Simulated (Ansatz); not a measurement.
# Titanium, hcp under LDA: structure, energy and stiffness, part 2 of 2

The plan for titanium in the hcp structure: relax it, solve it on a dense k-mesh, switch on spin-orbit coupling, then scale the cell to 7 volumes from 88 to 112 % of the relaxed one and try a fit of the equation of state. The start is ferromagnetic. The k-meshes are 12×12×7 for the relaxation; 21×21×12 for the dense run; 13×13×7 for spin-orbit coupling; 21×21×12 for the volumes. It starts from a deposited cell (COD).

Ansatz 0.2.0; DFT, LDA (PW92), plane waves (420 eV) with PAW, scalar-relativistic. The steps go on from the part before.

## Step 5: Volume × 0.88

The input, input.yaml:

```yaml
crystal:
  lattice:
    - [2.7436067191, 0.0, 0.0]
    - [-1.3718033595, 2.3760331167, 0.0]
    - [0.0, 0.0, 4.3502973115]
  atoms:
    - { symbol: Ti, position: [0.3333333333, 0.6666666667, 0.25], spin: 1.0 }
    - { symbol: Ti, position: [0.6666666667, 0.3333333333, 0.75], spin: 1.0 }
hamiltonian:
  xc: lda
  pseudopotentials:
    kind: paw
    azcp:
      Ti: "pseudopotentials/Ti.paw.azcp"
basis:
  ecutwfc: 420
  fft_grid_basis: typed
kpoints:
  mp_grid: { grid: [21, 21, 12], shift: [0, 0, 0] }
magnetization:
  spin_polarized: true
scf:
  occupations: { method: fermi_dirac, width: 0.05 }
output:
  stress: true
```

The log of the run (excerpt; [...] marks lines left out):

```text
Warning: <dir> the record states the generating functional pbe (its physics header spells it `PBE`), which answers neither for hamiltonian.xc's functional nor for the lda family's — results may be inconsistent (PPs are generated against a specific XC)
Warning: RAYON_NUM_THREADS=4 ignored (pool sized by the plan → 4); use --threads N
[...]
Pseudopotentials: kind: paw
Pseudopotential: Ti, paw, valence charge 12, recommended cutoff 420 eV (normal), <dir>
Functional definition: SPW92
[...]
Crystal: 2 atoms, lattice volume = 28.359 Å³
Basis set: ecut = 420 eV, 573 PW (Γ)
Bands: 17, of which v1, the nominal top of the filled ones, is band 12 counted from 1 (11 counted from 0)
Symmetry: 24 space group operations
Space group: P63/mmc (ITA 194), of the structure as read, at distance tolerance 3.0e-5 Å
Magnetic group: BNS 194.263 (UNI 1493), of the structure as read, at distance tolerance 3.0e-5 Å
k-points: 336 of 5292
[...]
Starting moments: Σ|m| = 2 μB on 2 of 2 sites
[...]
SCF iter   1: F=—  HF=-4900.707242 eV  |F-HF|=—  |Δ(HF+E_count)|=         —  Δρ=8.48e-2 (↑8.48e-2 ↓3.97e-2)  dr2=1.11e0  dr2_m=8.74e-1  M=0.130 μB ∫|m|=0.130 μB  β_m=0.30  ethr=3.10e-3  ⟨swp⟩=4.3  Hψ=47553  notcnv=0
[...]
SCF iter   9: F=-4900.392015 eV  HF=-4900.392015 eV  |F-HF|=3.64e-12  |Δ(HF+E_count)|=  4.18e-11  Δρ=1.19e-7 (↑9.21e-8 ↓1.19e-7)  dr2=4.28e-12  dr2_m=1.86e-12  M=0.000 μB ∫|m|=0.000 μB  ethr=1.00e-12  ⟨swp⟩=1.0  Hψ=26544  notcnv=0
[...]
WARN: the starting moments were not kept: the SCF closed with an absolute magnetisation of 1.5e-6 μB, where they sum to 2 μB in size (2 sites). That is at most 0.1 of that sum. Measured as dr2_m measures the in/out step, that magnetisation stands 3.0e-13 eV from none, at or under the [...]
SCF converged after 9 iterations
Magnetization: 0.0000 μB (12.0000 up, 12.0000 down)
Absolute magnetization: 0.0000 μB (∫|ρ↑−ρ↓|, with the PAW one-centre terms)
Spin contamination: 0.0000 ħ² per cell (⟨S²⟩ above its minimum at these occupations)
Per-site moments (μB) at R_I (Å): [(4.3149197966884754e-7, 1.1099544617328274), (4.314919795805137e-7, 1.1099544617328274)]
Free energy (F): -4900.392015 eV
[...]
E sigma→0 (E₀):  -4900.384299 eV
Entropy (-TS):   -0.015431 eV (-7.716 meV/atom)
Fermi energy:    16.550154 eV
[...]
--- Stress (GPa, compression-positive) ---
       19.774594       0.000000       0.000000
        0.000000      19.774594      -0.000000
        0.000000      -0.000000      20.597388
  P = ⅓ Tr σ = 20.0489 GPa (200.489 kbar)
```

It took 5.8 s on 4 threads of an Arm CPU, shared host; peak memory 0.53 GiB.

## Step 6: Volume × 0.92

Edit input.yaml of step 5 so:

```diff
@@ -2,5 +2,5 @@
   lattice:
-    - [2.7436067191, 0.0, 0.0]
-    - [-1.3718033595, 2.3760331167, 0.0]
-    - [0.0, 0.0, 4.3502973115]
+    - [2.7845621111, 0.0, 0.0]
+    - [-1.3922810556, 2.4115015267, 0.0]
+    - [0.0, 0.0, 4.4152366962]
   atoms:
```

The log of the run (excerpt; [...] marks lines left out):

```text
Warning: <dir> the record states the generating functional pbe (its physics header spells it `PBE`), which answers neither for hamiltonian.xc's functional nor for the lda family's — results may be inconsistent (PPs are generated against a specific XC)
Warning: RAYON_NUM_THREADS=4 ignored (pool sized by the plan → 4); use --threads N
[...]
[... 3 set-up lines as earlier in the session ...]
[...]
Crystal: 2 atoms, lattice volume = 29.648 Å³
Basis set: ecut = 420 eV, 579 PW (Γ)
Bands: 17, of which v1, the nominal top of the filled ones, is band 12 counted from 1 (11 counted from 0)
[... 1 set-up line as earlier in the session ...]
Space group: P63/mmc (ITA 194), of the structure as read, at distance tolerance 3.1e-5 Å
Magnetic group: BNS 194.263 (UNI 1493), of the structure as read, at distance tolerance 3.1e-5 Å
k-points: 336 of 5292
[...]
Starting moments: Σ|m| = 2 μB on 2 of 2 sites
[...]
SCF iter   1: F=—  HF=-4901.052744 eV  |F-HF|=—  |Δ(HF+E_count)|=         —  Δρ=8.34e-2 (↑8.34e-2 ↓3.79e-2)  dr2=1.17e0  dr2_m=8.66e-1  M=0.134 μB ∫|m|=0.134 μB  β_m=0.30  ethr=3.10e-3  ⟨swp⟩=4.3  Hψ=47499  notcnv=0
[...]
SCF iter   9: F=-4900.520413 eV  HF=-4900.520413 eV  |F-HF|=4.55e-12  |Δ(HF+E_count)|=  1.73e-11  Δρ=1.48e-7 (↑1.45e-7 ↓1.48e-7)  dr2=1.39e-11  dr2_m=2.35e-12  M=0.000 μB ∫|m|=0.000 μB  ethr=1.00e-12  ⟨swp⟩=1.0  Hψ=28109  notcnv=0
[...]
WARN: the starting moments were not kept: the SCF closed with an absolute magnetisation of 1.6e-6 μB, where they sum to 2 μB in size (2 sites). That is at most 0.1 of that sum. Measured as dr2_m measures the in/out step, that magnetisation stands 2.8e-13 eV from none, at or under the [...]
SCF converged after 9 iterations
Magnetization: 0.0000 μB (12.0000 up, 12.0000 down)
Absolute magnetization: 0.0000 μB (∫|ρ↑−ρ↓|, with the PAW one-centre terms)
Spin contamination: 0.0000 ħ² per cell (⟨S²⟩ above its minimum at these occupations)
Per-site moments (μB) at R_I (Å): [(3.56046531106447e-7, 1.1265233890032686), (3.560465308922256e-7, 1.1265233890032686)]
Free energy (F): -4900.520413 eV
[...]
E sigma→0 (E₀):  -4900.512610 eV
Entropy (-TS):   -0.015606 eV (-7.803 meV/atom)
Fermi energy:    15.733100 eV
[...]
--- Stress (GPa, compression-positive) ---
       11.977408       0.000000       0.000000
        0.000000      11.977408       0.000000
        0.000000       0.000000      12.362968
  P = ⅓ Tr σ = 12.1059 GPa (121.059 kbar)
```

It took 6.5 s on 4 threads of an Arm CPU, shared host; peak memory 0.54 GiB.

## Step 7: Volume × 0.96

Edit input.yaml of step 6 so:

```diff
@@ -2,5 +2,5 @@
   lattice:
-    - [2.7845621111, 0.0, 0.0]
-    - [-1.3922810556, 2.4115015267, 0.0]
-    - [0.0, 0.0, 4.4152366962]
+    - [2.824346945, 0.0, 0.0]
+    - [-1.4121734725, 2.4459562035, 0.0]
+    - [0.0, 0.0, 4.478320029]
   atoms:
```

The log of the run (excerpt; [...] marks lines left out):

```text
Warning: <dir> the record states the generating functional pbe (its physics header spells it `PBE`), which answers neither for hamiltonian.xc's functional nor for the lda family's — results may be inconsistent (PPs are generated against a specific XC)
Warning: RAYON_NUM_THREADS=4 ignored (pool sized by the plan → 4); use --threads N
[...]
[... 3 set-up lines as earlier in the session ...]
[...]
Crystal: 2 atoms, lattice volume = 30.937 Å³
Basis set: ecut = 420 eV, 603 PW (Γ)
Bands: 17, of which v1, the nominal top of the filled ones, is band 12 counted from 1 (11 counted from 0)
[... 2 set-up lines as earlier in the session ...]
Magnetic group: BNS 194.263 (UNI 1493), of the structure as read, at distance tolerance 3.1e-5 Å
k-points: 336 of 5292
[...]
Starting moments: Σ|m| = 2 μB on 2 of 2 sites
[...]
SCF iter   1: F=—  HF=-4901.279332 eV  |F-HF|=—  |Δ(HF+E_count)|=         —  Δρ=8.20e-2 (↑8.20e-2 ↓3.63e-2)  dr2=1.22e0  dr2_m=8.59e-1  M=0.138 μB ∫|m|=0.139 μB  β_m=0.30  ethr=3.10e-3  ⟨swp⟩=4.3  Hψ=47887  notcnv=0
[...]
SCF iter   9: F=-4900.590298 eV  HF=-4900.590298 eV  |F-HF|=0.00e0  |Δ(HF+E_count)|=  4.91e-11  Δρ=8.60e-8 (↑8.50e-8 ↓8.60e-8)  dr2=3.63e-12  dr2_m=1.25e-12  M=0.000 μB ∫|m|=0.000 μB  ethr=1.00e-12  ⟨swp⟩=1.2  Hψ=29943  notcnv=0
[...]
WARN: the starting moments were not kept: the SCF closed with an absolute magnetisation of 1.1e-6 μB, where they sum to 2 μB in size (2 sites). That is at most 0.1 of that sum. Measured as dr2_m measures the in/out step, that magnetisation stands 1.4e-13 eV from none, at or under the [...]
SCF converged after 9 iterations
Magnetization: 0.0000 μB (12.0000 up, 12.0000 down)
Absolute magnetization: 0.0000 μB (∫|ρ↑−ρ↓|, with the PAW one-centre terms)
Spin contamination: 0.0000 ħ² per cell (⟨S²⟩ above its minimum at these occupations)
Per-site moments (μB) at R_I (Å): [(2.3403312838675728e-7, 1.1426187548379798), (2.3403312843409915e-7, 1.1426187548379798)]
Free energy (F): -4900.590298 eV
[...]
E sigma→0 (E₀):  -4900.582273 eV
Entropy (-TS):   -0.016049 eV (-8.024 meV/atom)
Fermi energy:    14.980090 eV
[...]
--- Stress (GPa, compression-positive) ---
        5.442883       0.000000       0.000000
        0.000000       5.442883       0.000000
        0.000000       0.000000       5.507894
  P = ⅓ Tr σ = 5.4646 GPa (54.646 kbar)
```

Run time: 6.7 s. Hardware: 4 threads of an Arm CPU, shared host; peak memory 0.55 GiB.

## Step 8: Volume × 1.0

Edit input.yaml of step 7 so:

```diff
@@ -2,5 +2,5 @@
   lattice:
-    - [2.824346945, 0.0, 0.0]
-    - [-1.4121734725, 2.4459562035, 0.0]
-    - [0.0, 0.0, 4.478320029]
+    - [2.8630414375, 0.0, 0.0]
+    - [-1.4315207188, 2.479466617, 0.0]
+    - [0.0, 0.0, 4.5396745029]
   atoms:
```

The log of the run (excerpt; [...] marks lines left out):

```text
Warning: <dir> the record states the generating functional pbe (its physics header spells it `PBE`), which answers neither for hamiltonian.xc's functional nor for the lda family's — results may be inconsistent (PPs are generated against a specific XC)
Warning: RAYON_NUM_THREADS=4 ignored (pool sized by the plan → 4); use --threads N
[...]
[... 3 set-up lines as earlier in the session ...]
[...]
Crystal: 2 atoms, lattice volume = 32.226 Å³
Basis set: ecut = 420 eV, 615 PW (Γ)
Bands: 17, of which v1, the nominal top of the filled ones, is band 12 counted from 1 (11 counted from 0)
[... 2 set-up lines as earlier in the session ...]
Magnetic group: BNS 194.263 (UNI 1493), of the structure as read, at distance tolerance 3.2e-5 Å
k-points: 336 of 5292
[...]
Starting moments: Σ|m| = 2 μB on 2 of 2 sites
[...]
SCF iter   1: F=—  HF=-4901.411683 eV  |F-HF|=—  |Δ(HF+E_count)|=         —  Δρ=8.06e-2 (↑8.06e-2 ↓3.48e-2)  dr2=1.27e0  dr2_m=8.51e-1  M=0.143 μB ∫|m|=0.144 μB  β_m=0.30  ethr=3.10e-3  ⟨swp⟩=4.3  Hψ=47806  notcnv=0
[...]
SCF iter   9: F=-4900.611264 eV  HF=-4900.611264 eV  |F-HF|=3.64e-12  |Δ(HF+E_count)|=  8.00e-11  Δρ=9.11e-8 (↑7.16e-8 ↓9.11e-8)  dr2=9.20e-13  dr2_m=1.73e-12  M=0.000 μB ∫|m|=0.000 μB  ethr=1.00e-12  ⟨swp⟩=1.2  Hψ=29013  notcnv=0
[...]
WARN: the starting moments were not kept: the SCF closed with an absolute magnetisation of 1.1e-6 μB, where they sum to 2 μB in size (2 sites). That is at most 0.1 of that sum. Measured as dr2_m measures the in/out step, that magnetisation stands 1.5e-13 eV from none, at or under the [...]
SCF converged after 9 iterations
Magnetization: 0.0000 μB (12.0000 up, 12.0000 down)
Absolute magnetization: 0.0000 μB (∫|ρ↑−ρ↓|, with the PAW one-centre terms)
Spin contamination: 0.0000 ħ² per cell (⟨S²⟩ above its minimum at these occupations)
Per-site moments (μB) at R_I (Å): [(1.176795507129117e-7, 1.1582730118137476), (1.1767955069947932e-7, 1.1582730118137476)]
Free energy (F): -4900.611264 eV
[...]
E sigma→0 (E₀):  -4900.602919 eV
Entropy (-TS):   -0.016691 eV (-8.345 meV/atom)
Fermi energy:    14.283552 eV
[...]
--- Stress (GPa, compression-positive) ---
       -0.027017      -0.000000       0.000000
       -0.000000      -0.027017       0.000000
        0.000000       0.000000      -0.202410
  P = ⅓ Tr σ = -0.0855 GPa (-0.855 kbar)
```

It took 6.7 s on 4 threads of an Arm CPU, shared host; peak memory 0.55 GiB.

## Step 9: Volume × 1.04

Edit input.yaml of step 8 so:

```diff
@@ -2,5 +2,5 @@
   lattice:
-    - [2.8630414375, 0.0, 0.0]
-    - [-1.4315207188, 2.479466617, 0.0]
-    - [0.0, 0.0, 4.5396745029]
+    - [2.900717356, 0.0, 0.0]
+    - [-1.450358678, 2.5120949195, 0.0]
+    - [0.0, 0.0, 4.5994139129]
   atoms:
```

The log of the run (excerpt; [...] marks lines left out):

```text
Warning: <dir> the record states the generating functional pbe (its physics header spells it `PBE`), which answers neither for hamiltonian.xc's functional nor for the lda family's — results may be inconsistent (PPs are generated against a specific XC)
Warning: RAYON_NUM_THREADS=4 ignored (pool sized by the plan → 4); use --threads N
[...]
[... 3 set-up lines as earlier in the session ...]
[...]
Crystal: 2 atoms, lattice volume = 33.515 Å³
Basis set: ecut = 420 eV, 639 PW (Γ)
Bands: 17, of which v1, the nominal top of the filled ones, is band 12 counted from 1 (11 counted from 0)
[... 2 set-up lines as earlier in the session ...]
Magnetic group: BNS 194.263 (UNI 1493), of the structure as read, at distance tolerance 3.2e-5 Å
k-points: 336 of 5292
[...]
Starting moments: Σ|m| = 2 μB on 2 of 2 sites
[...]
SCF iter   1: F=—  HF=-4901.468057 eV  |F-HF|=—  |Δ(HF+E_count)|=         —  Δρ=7.92e-2 (↑7.92e-2 ↓3.34e-2)  dr2=1.32e0  dr2_m=8.42e-1  M=0.148 μB ∫|m|=0.150 μB  β_m=0.30  ethr=3.10e-3  ⟨swp⟩=4.3  Hψ=47632  notcnv=0
[...]
SCF iter   9: F=-4900.591374 eV  HF=-4900.591374 eV  |F-HF|=0.00e0  |Δ(HF+E_count)|=  8.64e-11  Δρ=8.41e-8 (↑6.43e-8 ↓8.41e-8)  dr2=2.48e-12  dr2_m=1.13e-12  M=0.000 μB ∫|m|=0.000 μB  ethr=1.00e-12  ⟨swp⟩=1.1  Hψ=29513  notcnv=0
[...]
WARN: the starting moments were not kept: the SCF closed with an absolute magnetisation of 1.0e-6 μB, where they sum to 2 μB in size (2 sites). That is at most 0.1 of that sum. Measured as dr2_m measures the in/out step, that magnetisation stands 1.1e-13 eV from none, at or under the [...]
SCF converged after 9 iterations
Magnetization: 0.0000 μB (12.0000 up, 12.0000 down)
Absolute magnetization: 0.0000 μB (∫|ρ↑−ρ↓|, with the PAW one-centre terms)
Spin contamination: 0.0000 ħ² per cell (⟨S²⟩ above its minimum at these occupations)
Per-site moments (μB) at R_I (Å): [(9.09613312836993e-8, 1.1735151941181103), (9.09613313238246e-8, 1.1735151941181103)]
Free energy (F): -4900.591374 eV
[...]
E sigma→0 (E₀):  -4900.582656 eV
Entropy (-TS):   -0.017436 eV (-8.718 meV/atom)
Fermi energy:    13.637061 eV
[...]
--- Stress (GPa, compression-positive) ---
       -4.604381       0.000000       0.000000
       -0.000000      -4.604381       0.000000
        0.000000       0.000000      -4.946148
  P = ⅓ Tr σ = -4.7183 GPa (-47.183 kbar)
```

Run time: 7 s. Hardware: 4 threads of an Arm CPU, shared host; peak memory 0.56 GiB.

## Step 10: Volume × 1.08

Edit input.yaml of step 9 so:

```diff
@@ -2,5 +2,5 @@
   lattice:
-    - [2.900717356, 0.0, 0.0]
-    - [-1.450358678, 2.5120949195, 0.0]
-    - [0.0, 0.0, 4.5994139129]
+    - [2.9374391955, 0.0, 0.0]
+    - [-1.4687195977, 2.5438969654, 0.0]
+    - [0.0, 0.0, 4.6576405234]
   atoms:
```

The log of the run (excerpt; [...] marks lines left out):

```text
Warning: <dir> the record states the generating functional pbe (its physics header spells it `PBE`), which answers neither for hamiltonian.xc's functional nor for the lda family's — results may be inconsistent (PPs are generated against a specific XC)
Warning: RAYON_NUM_THREADS=4 ignored (pool sized by the plan → 4); use --threads N
[...]
[... 3 set-up lines as earlier in the session ...]
[...]
Crystal: 2 atoms, lattice volume = 34.804 Å³
Basis set: ecut = 420 eV, 687 PW (Γ)
Bands: 17, of which v1, the nominal top of the filled ones, is band 12 counted from 1 (11 counted from 0)
[... 2 set-up lines as earlier in the session ...]
Magnetic group: BNS 194.263 (UNI 1493), of the structure as read, at distance tolerance 3.3e-5 Å
k-points: 336 of 5292
[...]
Starting moments: Σ|m| = 2 μB on 2 of 2 sites
[...]
SCF iter   1: F=—  HF=-4901.463394 eV  |F-HF|=—  |Δ(HF+E_count)|=         —  Δρ=7.78e-2 (↑7.78e-2 ↓3.21e-2)  dr2=1.36e0  dr2_m=8.34e-1  M=0.154 μB ∫|m|=0.156 μB  β_m=0.30  ethr=3.10e-3  ⟨swp⟩=4.2  Hψ=48144  notcnv=0
[...]
SCF iter   9: F=-4900.537398 eV  HF=-4900.537398 eV  |F-HF|=1.82e-12  |Δ(HF+E_count)|=  1.20e-10  Δρ=1.10e-7 (↑7.88e-8 ↓1.10e-7)  dr2=2.52e-12  dr2_m=2.22e-12  M=-0.000 μB ∫|m|=0.000 μB  ethr=1.00e-12  ⟨swp⟩=1.2  Hψ=29100  notcnv=0
[...]
WARN: the starting moments were not kept: the SCF closed with an absolute magnetisation of 1.4e-6 μB, where they sum to 2 μB in size (2 sites). That is at most 0.1 of that sum. Measured as dr2_m measures the in/out step, that magnetisation stands 2.2e-13 eV from none, at or under the [...]
SCF converged after 9 iterations
Magnetization: -0.0000 μB (12.0000 up, 12.0000 down)
Absolute magnetization: 0.0000 μB (∫|ρ↑−ρ↓|, with the PAW one-centre terms)
Spin contamination: 0.0000 ħ² per cell (⟨S²⟩ above its minimum at these occupations)
Per-site moments (μB) at R_I (Å): [(-1.0587438828661155e-8, 1.1883713939303424), (-1.0587438883831794e-8, 1.1883713939303424)]
Free energy (F): -4900.537398 eV
[...]
E sigma→0 (E₀):  -4900.528302 eV
Entropy (-TS):   -0.018192 eV (-9.096 meV/atom)
Fermi energy:    13.035393 eV
[...]
--- Stress (GPa, compression-positive) ---
       -8.432665       0.000000       0.000000
        0.000000      -8.432665       0.000000
        0.000000       0.000000      -8.877802
  P = ⅓ Tr σ = -8.5810 GPa (-85.810 kbar)
```

Run time: 7.4 s. Hardware: 4 threads of an Arm CPU, shared host; peak memory 0.57 GiB.

## Step 11: Volume × 1.12

Edit input.yaml of step 10 so:

```diff
@@ -2,5 +2,5 @@
   lattice:
-    - [2.9374391955, 0.0, 0.0]
-    - [-1.4687195977, 2.5438969654, 0.0]
-    - [0.0, 0.0, 4.6576405234]
+    - [2.9732651555, 0.0, 0.0]
+    - [-1.4866325778, 2.5749231569, 0.0]
+    - [0.0, 0.0, 4.7144466161]
   atoms:
```

The log of the run (excerpt; [...] marks lines left out):

```text
Warning: <dir> the record states the generating functional pbe (its physics header spells it `PBE`), which answers neither for hamiltonian.xc's functional nor for the lda family's — results may be inconsistent (PPs are generated against a specific XC)
Warning: RAYON_NUM_THREADS=4 ignored (pool sized by the plan → 4); use --threads N
[...]
[... 3 set-up lines as earlier in the session ...]
[...]
Crystal: 2 atoms, lattice volume = 36.093 Å³
Basis set: ecut = 420 eV, 687 PW (Γ)
Bands: 17, of which v1, the nominal top of the filled ones, is band 12 counted from 1 (11 counted from 0)
[... 2 set-up lines as earlier in the session ...]
Magnetic group: BNS 194.263 (UNI 1493), of the structure as read, at distance tolerance 3.3e-5 Å
k-points: 336 of 5292
[...]
Starting moments: Σ|m| = 2 μB on 2 of 2 sites
[...]
SCF iter   1: F=—  HF=-4901.409930 eV  |F-HF|=—  |Δ(HF+E_count)|=         —  Δρ=7.64e-2 (↑7.64e-2 ↓3.09e-2)  dr2=1.39e0  dr2_m=8.25e-1  M=0.161 μB ∫|m|=0.163 μB  β_m=0.30  ethr=3.10e-3  ⟨swp⟩=4.3  Hψ=48084  notcnv=0
[...]
SCF iter   9: F=-4900.455023 eV  HF=-4900.455023 eV  |F-HF|=0.00e0  |Δ(HF+E_count)|=   1.07e-9  Δρ=1.49e-7 (↑1.49e-7 ↓1.16e-7)  dr2=4.74e-12  dr2_m=4.22e-12  M=0.000 μB ∫|m|=0.000 μB  ethr=3.23e-12  ⟨swp⟩=1.0  Hψ=34286  notcnv=0
[...]
WARN: the starting moments were not kept: the SCF closed with an absolute magnetisation of 2.0e-6 μB, where they sum to 2 μB in size (2 sites). That is at most 0.1 of that sum. Measured as dr2_m measures the in/out step, that magnetisation stands 4.8e-13 eV from none, at or under the [...]
SCF converged after 9 iterations
Magnetization: 0.0000 μB (12.0000 up, 12.0000 down)
Absolute magnetization: 0.0000 μB (∫|ρ↑−ρ↓|, with the PAW one-centre terms)
Spin contamination: 0.0000 ħ² per cell (⟨S²⟩ above its minimum at these occupations)
Per-site moments (μB) at R_I (Å): [(1.4867877426114463e-7, 1.2028651564296482), (1.4867877428638658e-7, 1.2028651564296482)]
Free energy (F): -4900.455023 eV
[...]
E sigma→0 (E₀):  -4900.445561 eV
Entropy (-TS):   -0.018924 eV (-9.462 meV/atom)
Fermi energy:    12.474255 eV
[...]
--- Stress (GPa, compression-positive) ---
      -11.627705      -0.000000       0.000000
        0.000000     -11.627705       0.000000
        0.000000       0.000000     -12.136044
  P = ⅓ Tr σ = -11.7972 GPa (-117.972 kbar)
```

Wall time 7.5 s (4 threads of an Arm CPU, shared host); peak memory 0.58 GiB.

## Step 12: Energy and pressure against volume

The cell was scaled evenly, with its shape and the fractional positions fixed.

```
V (Å³/atom)  E − E₀ (meV/atom)  P from the stress (GPa)  P from the fit (GPa)
     14.180              109.3                    20.05                 20.09
     14.824               45.1                    12.11                 12.08
     15.469               10.3                     5.46                  5.42
     16.113                0.0                    -0.09                 -0.13
     16.758               10.1                    -4.72                 -4.76
     17.402               37.3                    -8.58                 -8.63
     18.047               78.7                   -11.80                -11.86
```

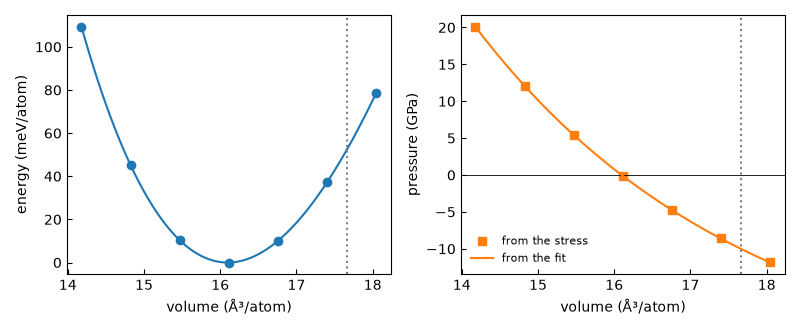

Energy and pressure against volume; the lines are the Birch-Murnaghan fit; the dotted line marks the deposited volume.

Fit (Birch-Murnaghan, third order): V₀ = 16.097 Å³/atom, B₀ = 127 GPa, B₀′ = 3.5, largest residual 0.03 meV/atom.

## Step 13: Results

The summary covers parts 1 to 2.

| quantity | value |
| --- | --- |
| space group (spins left aside) | P6_3/mmc (No. 194) |
| conventional cell | a = 2.863 Å, c = 4.540 Å (c/a = 1.586) |
| volume | 16.113 Å³/atom |
| shortest distance | 2.808 Å |
| against the deposited volume | -8.7 % (17.658 Å³/atom) |
| gap on the mesh | none (levels filled in part) |
| magnetic state | non-magnetic |
| V₀, B₀, B₀′ | 16.097 Å³/atom, 127 GPa, 3.5 |

LDA puts the volume 8.7 % below the deposited one. The starting moments do not survive. No gap shows: it is a metal or semimetal at this level. The total energy of the spin-orbit run (on a coarser mesh) lies -64 meV/atom from the scalar one; mesh and treatment of the core enter this figure, so it is no spin-orbit energy. The fitted modulus is 127 GPa; letting shape and positions relax at each volume could only lower it.
